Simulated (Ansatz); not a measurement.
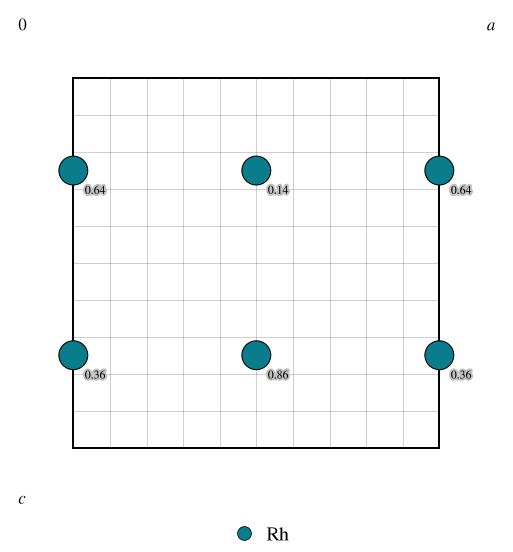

Plan of a unit cell projected along b (c down the page, a across); the numbers are heights as fractions of b, and atoms on the cell's edges are repeated. The grid marks tenths of c and a. Source: the geometry relaxed with DFT, revPBE, plane waves (420 eV) with PAW, scalar-relativistic (Ansatz 0.2.0); the starting structure was generated, so it need not be a known form of this composition. The drawing is computed from the coordinates (standard cell, symmetry found to 0.002 Å).

a = 2.700 Å, b = 8.177 Å, c = 2.725 Å, α = 90.00°, β = 90.00°, γ = 90.00°.

Q: What does the cell contain?

A: 4 Rh: Rh, Z = 4.

Q: Which space group?

A: No. 63, Cmcm, C-centred orthorhombic.

Q: Give the fractional coordinates of all atoms, to two places.

A:
```tsv
atom	x	y	z
Rh	0.00	0.64	0.25
Rh	0.50	0.86	0.75
Rh	0.50	0.14	0.25
Rh	0.00	0.36	0.75
```
